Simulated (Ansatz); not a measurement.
# From PbO2 to HfO2

System: PbO2 (6 atoms in the cell).
Method of the first run: DFT r2SCAN, scalar-relativistic, plane waves, PAW, no spin polarisation (Ansatz 0.2.0).
System of the second run: HfO2 (6 atoms in the cell).

On the first run: The structure was made by swapping elements on the sites of another compound; it need not be a known phase. On the second run: The structure was made by swapping elements on the sites of another compound; it need not be a known phase. It belongs to a series of runs on one base structure; here: Zr -> Hf on all its sites, cell and atoms relaxed. Text and figures count atoms from 1; the logs count them from 0 in places.

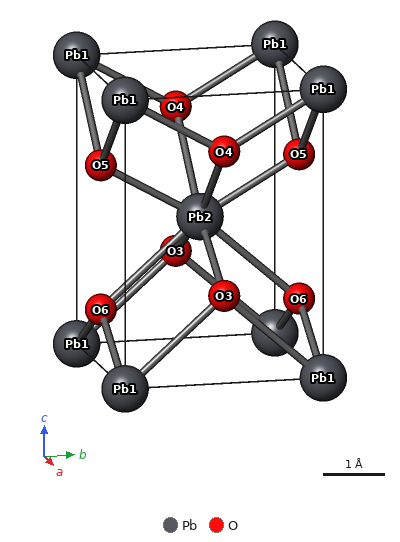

**Figure 1.** The structure as given in the input (ball-and-stick view of the cell of the calculation, seen slightly off an axis; atoms are numbered from 1 in the order of the input). An atom can appear more than once, as a periodic image.

Input, the first run:
```yaml
crystal:
  lattice:
    - [3.3809180342, 0.0, 0.0]
    - [0.0, 3.3809180342, 0.0]
    - [0.0, 0.0, 4.9079714714]
  atoms:
    - { symbol: Pb, position: [0.0, 0.0, 0.0] }
    - { symbol: Pb, position: [0.5, 0.5, 0.5] }
    - { symbol: O, position: [0.0, 0.5, 0.3032141976] }
    - { symbol: O, position: [0.0, 0.5, 0.8032141976] }
    - { symbol: O, position: [0.5, 0.0, 0.6967858024] }
    - { symbol: O, position: [0.5, 0.0, 0.1967858024] }
basis:
  ecutwfc: 500
kpoints:
  mp_grid: { grid: [6, 6, 4] }
hamiltonian:
  xc: r2scan
scf:
  occupations: { method: gaussian, width: 0.1 }
output:
  forces: true
  stress: true
  eigenvalues: true
```

Command:
```bash
ansatz run input.yaml --threads 1 --pin off --max-ram 2560MiB --backend cpu --events-out ev --progress --plain --runs-dir out
```

Hardware: 1 thread of Intel Xeon @ 2.50GHz (Skylake/Cascade Lake), 189 GiB of memory available, shared host.

Output, shortened to warnings, some set-up lines, iterations and results (the first run):
```
Basis set: ecut = 500 eV, 1433 PW (Γ), exchange–correlation on 100×100×144 points (64 copies of the dense FFT grid, shifted against one another)
Symmetry: 16 space group operations
k-points: 30 of 144
Initial density: superposition of atomic densities (neutral atoms: chi_scale 0, normalization atom), corrected by the library's trained network
[...]
SCF iter   1: F=—  HF=-26105.582175 eV  |F-HF|=—  |Δ(HF+E_count)|=         —  Δρ=1.37e-2  dr2=6.61e-2  dr2_τ=5.56e-1  ethr=1.77e-3  ⟨swp⟩=8.1  Hψ=5265  notcnv=0
SCF iter   2: F=—  HF=-26105.811664 eV  |F-HF|=—  |Δ(HF+E_count)|=   2.29e-1  Δρ=8.82e-3  dr2=2.40e-2  dr2_τ=1.06e-3  ethr=1.27e-4  ⟨swp⟩=2.8  Hψ=2263  notcnv=0  defer=60
SCF iter   3: F=—  HF=-26105.810216 eV  |F-HF|=—  |Δ(HF+E_count)|=   1.45e-3  Δρ=1.90e-3  dr2=1.42e-3  dr2_τ=1.09e-4  ethr=4.62e-5  ⟨swp⟩=3.7  Hψ=2125  notcnv=0
SCF iter   4: F=—  HF=-26105.810147 eV  |F-HF|=—  |Δ(HF+E_count)|=   6.90e-5  Δρ=7.42e-4  dr2=2.82e-4  dr2_τ=3.92e-5  ethr=2.74e-6  ⟨swp⟩=3.0  Hψ=1918  notcnv=0
SCF iter   5: F=—  HF=-26105.810082 eV  |F-HF|=—  |Δ(HF+E_count)|=   6.51e-5  Δρ=2.56e-4  dr2=3.65e-5  dr2_τ=5.57e-7  ethr=5.43e-7  ⟨swp⟩=3.3  Hψ=1892  notcnv=0
SCF iter   6: F=—  HF=-26105.810079 eV  |F-HF|=—  |Δ(HF+E_count)|=   3.69e-6  Δρ=8.69e-5  dr2=3.87e-6  dr2_τ=8.86e-8  ethr=7.02e-8  ⟨swp⟩=2.8  Hψ=1906  notcnv=0
SCF iter   7: F=-26105.810078 eV  HF=-26105.810078 eV  |F-HF|=9.42e-10  |Δ(HF+E_count)|=   9.27e-7  Δρ=4.66e-6  dr2=7.47e-9  dr2_τ=7.82e-10  ethr=1.92e-10  ⟨swp⟩=9.1  Hψ=6770 …
SCF 1 converged in 7 iterations: F = -26105.810078 eV  dr2 = 7.47e-9
SCF converged after 7 iterations
Free energy (F): -26105.810078 eV
Harris-Foulkes:  -26105.810078 eV  (|F-HF|=9.42e-10)
Internal energy: -26105.810078 eV  (E = F + TS)
E sigma→0 (E₀):  -26105.810078 eV
Fermi energy:    16.435617 eV
--- Per-component energies (eV) ---
  E_band       = 246.685776
  E_kinetic    = 1343.834132
  E_local      = -2390.117559  (includes V_loc(G=0)·N_el)
  E_nonlocal   = 916.422730
  E_hartree    = 972.897056
  E_xc         = -709.482170
  E_vxc        = -710.998614  (∫ρ·V_xc dr)
  E_paw        = -21553.658741  (= ΣΔE_a)
  E_vpaw       = -903.987876  (= ΣTr[D̂ρ^β])
  E_aug_tail   = 0.004486  (compensation charges beyond the density's cutoff)
  E_vtau       = 45.736870  (kinetic-family band-sum trace: ∫τ·v_τ [+ j·A + Jᵃ·Aᵃ] dr)
  E_ewald      = -4687.513253
  E_core_change = 1.803241  (= ΣΔE_core)
  E_smearing   = -0.000000  (= −TS)
  E_closure    = -0.000000  (closes the sum)
  Σ components = -26105.810078   (vs F -26105.810078, Δ=0.00e0)
--- Forces (eV/Å), atoms counted from 1 ---
  atom   1  Pb     0.00000000     0.00000000     0.00000000
  atom   2  Pb     0.00000000     0.00000000    -0.00000000
  atom   3  O      0.00000000     0.00000000    -1.56699509
  atom   4  O      0.00000000     0.00000000    -1.56699509
  atom   5  O      0.00000000     0.00000000     1.56699509
  atom   6  O     -0.00000000     0.00000000     1.56699509
  max |Σ_I F_I| component: 2.22e-16 eV/Å
--- Stress (GPa, compression-positive) ---
      111.801709       0.000000       0.000000
        0.000000     111.801709       0.000000
        0.000000       0.000000     105.692971
  P = ⅓ Tr σ = 109.7655 GPa (1097.655 kbar)
```

For the second run the input was changed thus:
```diff
-    - [3.3809180342, 0.0, 0.0]
-    - [0.0, 3.3809180342, 0.0]
-    - [0.0, 0.0, 4.9079714714]
+    - [3.6013519683, 0.0, 0.0]
+    - [0.0, 3.6013519683, 0.0]
+    - [0.0, 0.0, 5.2279684216]
-    - { symbol: Pb, position: [0.0, 0.0, 0.0] }
-    - { symbol: Pb, position: [0.5, 0.5, 0.5] }
+    - { symbol: Hf, position: [0.0, 0.0, 0.0] }
+    - { symbol: Hf, position: [0.5, 0.5, 0.5] }
```

What does this change do to the results?

The total energies belong to different systems, so their difference says nothing on which is more stable or more accurate. The gap on the mesh goes from 1.81 to 5.18 eV. The pressure goes from 109.77 to −4.87 GPa. The largest force goes from 1.567 to 0.111 eV/Å. The volume per atom goes from 9.35 to 11.30 Å³. The number of SCF iterations is the same. The plane waves at Γ go from 1433 to 1739.

Output, shortened to warnings, some set-up lines, iterations and results (the second run):
```
Basis set: ecut = 500 eV, 1739 PW (Γ), exchange–correlation on 108×108×160 points (64 copies of the dense FFT grid, shifted against one another)
Symmetry: 16 space group operations
k-points: 30 of 144
Initial density: superposition of atomic densities (neutral atoms: chi_scale 0, normalization atom), corrected by the library's trained network
[...]
SCF iter   1: F=—  HF=-33752.454841 eV  |F-HF|=—  |Δ(HF+E_count)|=         —  Δρ=1.06e-2  dr2=6.34e-2  dr2_τ=4.19e-1  ethr=1.77e-3  ⟨swp⟩=5.1  Hψ=4460  notcnv=0
SCF iter   2: F=—  HF=-33752.560348 eV  |F-HF|=—  |Δ(HF+E_count)|=   1.06e-1  Δρ=5.59e-3  dr2=1.60e-2  dr2_τ=2.47e-3  ethr=8.35e-5  ⟨swp⟩=2.0  Hψ=2890  notcnv=0  defer=110
SCF iter   3: F=—  HF=-33752.559651 eV  |F-HF|=—  |Δ(HF+E_count)|=   6.97e-4  Δρ=3.37e-3  dr2=3.13e-3  dr2_τ=7.62e-4  ethr=2.10e-5  ⟨swp⟩=2.0  Hψ=2018  notcnv=0  defer=50
SCF iter   4: F=—  HF=-33752.559934 eV  |F-HF|=—  |Δ(HF+E_count)|=   2.83e-4  Δρ=9.04e-4  dr2=3.71e-4  dr2_τ=6.68e-5  ethr=4.11e-6  ⟨swp⟩=2.0  Hψ=1690  notcnv=0  defer=50
SCF iter   5: F=—  HF=-33752.559958 eV  |F-HF|=—  |Δ(HF+E_count)|=   2.40e-5  Δρ=1.68e-4  dr2=8.45e-6  dr2_τ=1.94e-6  ethr=4.88e-7  ⟨swp⟩=2.0  Hψ=2344  notcnv=0  defer=50
SCF iter   6: F=—  HF=-33752.559973 eV  |F-HF|=—  |Δ(HF+E_count)|=   1.47e-5  Δρ=1.89e-5  dr2=1.77e-7  dr2_τ=5.83e-8  ethr=1.11e-8  ⟨swp⟩=2.0  Hψ=2410  notcnv=0  defer=50
SCF iter   7: F=-33752.559973 eV  HF=-33752.559973 eV  |F-HF|=4.07e-10  |Δ(HF+E_count)|=   5.59e-8  Δρ=6.66e-6  dr2=3.14e-8  dr2_τ=2.32e-9  ethr=1.32e-10  ⟨swp⟩=8.3  Hψ=5601  …
SCF 1 converged in 7 iterations: F = -33752.559973 eV  dr2 = 3.14e-8
SCF converged after 7 iterations
Free energy (F): -33752.559973 eV
Harris-Foulkes:  -33752.559973 eV  (|F-HF|=4.07e-10)
Internal energy: -33752.559973 eV  (E = F + TS)
E sigma→0 (E₀):  -33752.559973 eV
Fermi energy:    16.739356 eV
--- Per-component energies (eV) ---
  E_band       = -13.950406
  E_kinetic    = 1546.541451
  E_local      = -11787.869767  (includes V_loc(G=0)·N_el)
  E_nonlocal   = -2305.293400
  E_hartree    = 5392.717500
  E_xc         = -861.137159
  E_vxc        = -1009.472576  (∫ρ·V_xc dr)
  E_paw        = -14542.152512  (= ΣΔE_a)
  E_vpaw       = 2701.374538  (= ΣTr[D̂ρ^β])
  E_aug_tail   = 0.004083  (compensation charges beyond the density's cutoff)
  E_vtau       = 55.334679  (kinetic-family band-sum trace: ∫τ·v_τ [+ j·A + Jᵃ·Aᵃ] dr)
  E_ewald      = -11195.885449
  E_core_change = 0.515280  (= ΣΔE_core)
  E_smearing   = -0.000000  (= −TS)
  E_closure    = -0.000000  (closes the sum)
  Σ components = -33752.559973   (vs F -33752.559973, Δ=0.00e0)
--- Forces (eV/Å), atoms counted from 1 ---
  atom   1  Hf     0.00000000     0.00000000     0.00000000
  atom   2  Hf     0.00000000     0.00000000    -0.00000000
  atom   3  O      0.00000000     0.00000000     0.11069293
  atom   4  O      0.00000000     0.00000000     0.11069293
  atom   5  O      0.00000000     0.00000000    -0.11069293
  atom   6  O      0.00000000     0.00000000    -0.11069293
  max |Σ_I F_I| component: 4.16e-17 eV/Å
--- Stress (GPa, compression-positive) ---
       -5.245411       0.000000       0.000000
        0.000000      -5.245411       0.000000
        0.000000       0.000000      -4.108353
  P = ⅓ Tr σ = -4.8664 GPa (-48.664 kbar)
```

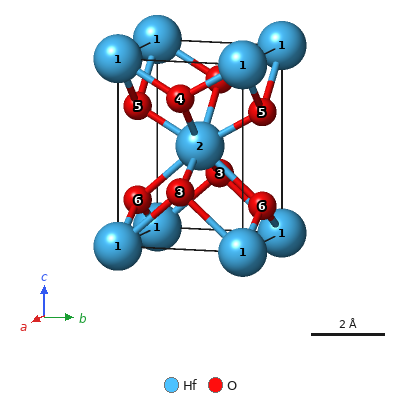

**Figure 2.** The input structure of the second run (ball-and-stick view of the cell of the calculation, seen slightly off an axis; atoms are numbered from 1 in the order of the input). An atom can appear more than once, as a periodic image.

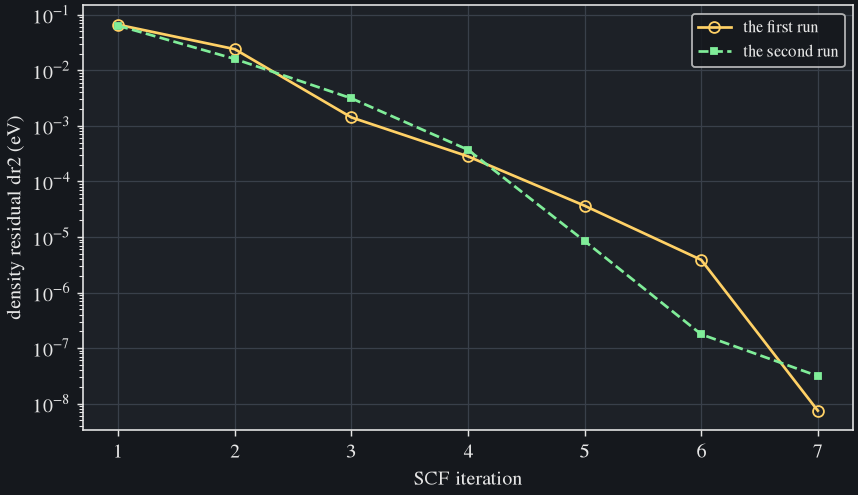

**Figure 3.** Convergence of the two runs: density residual dr2 against the SCF iteration. The first run takes 7 iterations in all, and the second run takes 7.

The two runs side by side:

```tsv
quantity	the first run	the second run
outcome	converged	converged
free energy per atom (eV)	−4350.9683	−5625.4267
gap on the mesh (eV)	1.81	5.18
pressure (GPa)	109.77	−4.87
volume per atom (Å³)	9.35	11.30
largest force (eV/Å)	1.567	0.111
SCF iterations	7	7
irreducible k-points	30	30
plane waves at Γ	1433	1739
wall time (shared host)	16 s	19 s
```

For the first run: Spin–orbit coupling is left out, which matters for Pb. The cell is under a pressure of 110 GPa at this level, so it is not at its equilibrium volume. For the second run: Spin–orbit coupling is left out, which matters for Hf.
